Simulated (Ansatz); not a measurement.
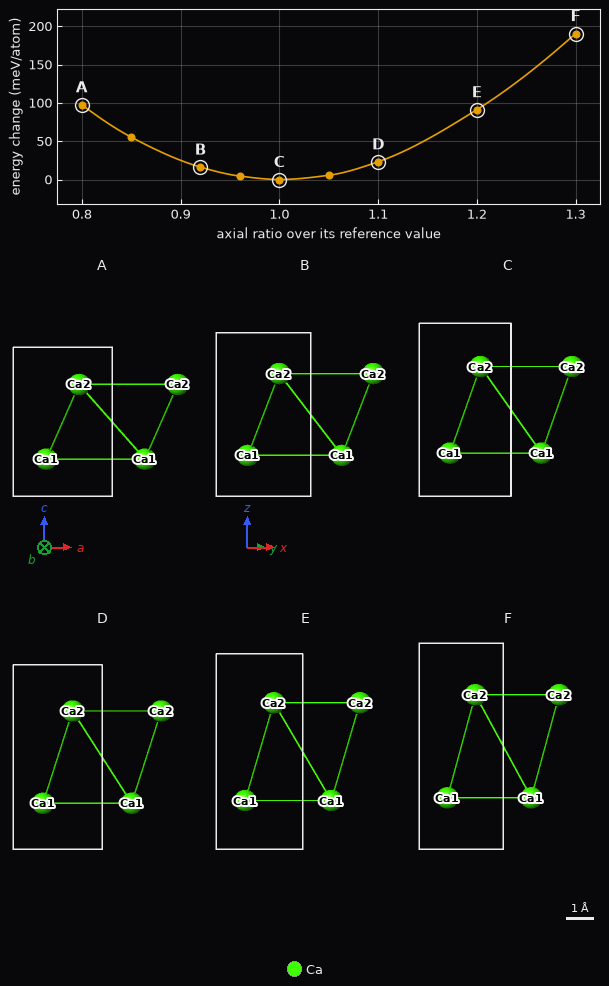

Crystalline Ca (P6_3/mmc): the ratio of the cell's length along z to its lengths across, counted as 1 for the reference, is changed at fixed volume (a c/a path), with the atoms kept at their fractional coordinates. x, y and z are the Cartesian axes of the input. The lettered frames are marked on the plot. Style: ball-and-stick. Shown: the cell of the calculation, repeated 2 × 1 × 1 with one cell outlined, along the b axis.

Level of theory: DFT PBEsol, scalar-relativistic, plane waves, PAW in Ansatz 0.2.0. (plane-wave cutoff 420 eV; k-point mesh 18 × 18 × 8; occupations gaussian; smearing width 0.15 eV; no spin polarisation). Energies (free energies at the smearing named) are counted from the cell as listed in its source, which wasn't relaxed.

What does the scan show?

The lowest computed point lies at the relative ratio 1.00 (0.0 meV/atom). The end points stand at 97.5 meV/atom (0.80) and 190.5 meV/atom (1.30). The unrelaxed reference is under a pressure of −1.4 GPa. The distortion keeps the space group P6_3/mmc. At the relative ratio 1.30 the cell of the drawing goes a 3.980 → 3.647 Å, b 3.980 → 3.647 Å, c 6.520 → 7.766 Å.
